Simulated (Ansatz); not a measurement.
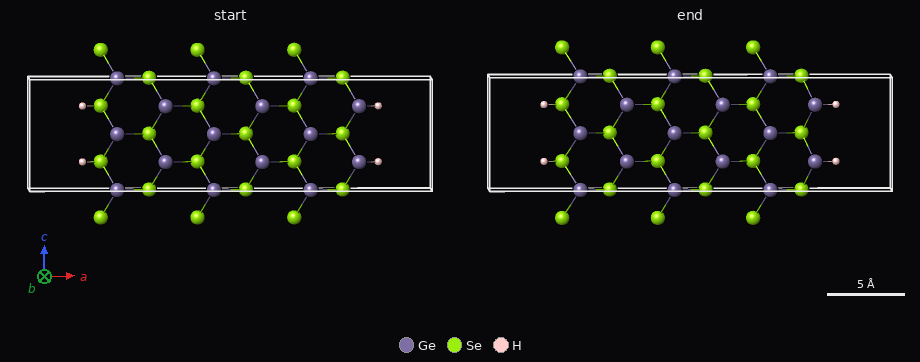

The structure of a wire of composition Ge3HSe3 before (left) and after (right) a relaxation, at one scale.

Style: ball-and-stick. Shown: the 2 repeat of the cell, with the vacuum cut short, from a free direction.

Case: zigzag ribbon, 6 formula units a period, edges capped with H, edge spins opposed.

The calculation used DFT PBE, scalar-relativistic, plane waves, PAW in Ansatz 0.2.0. Set-up: plane-wave cutoff 420 eV; k-point mesh 1 × 1 × 15; occupations gaussian; smearing width 0.05 eV; collinear spin; cell relaxed at fixed a, b, alpha, beta, gamma; force threshold 0.02 eV/Å; at most 45 steps.

> What changed between the two?

The run was cut off at its time limit before the relaxation converged, so the last structure is only a point on the way. The energy falls by 0.162 eV per cell of the calculation in 4 geometry steps. Largest force component: 0.89 eV/Å at the start, 0.071 eV/Å at the end. The atom that moves furthest relative to the centre of the atoms is a Ge atom (0.29 Å). Largest moves by element: Ge 0.29 Å, H 0.24 Å, Se 0.12 Å. Along the periodic axis the drawn cell goes c 7.339 → 7.467 Å (+1.7 %). Some distances before and after: Ge–Se 2.563 → 2.490 Å, Ge–H 1.540 → 1.604 Å, Ge–Se 2.563 → 2.622 Å, Ge–Se 2.563 → 2.582 Å. Among the angles between lasting bonds that change: Ge–Se–Ge 91.4° → 86.7°, Ge–Se–Ge 91.4° → 89.2°, Se–Ge–H 91.4° → 89.4°. The program noted that the starting moments weren't kept. Cost: 15 min on 4 threads of Intel(R) Xeon(R) Platinum 8259CL CPU @ 2.50GHz (Skylake/Cascade Lake), on a shared host, peak memory 3.4 GiB.
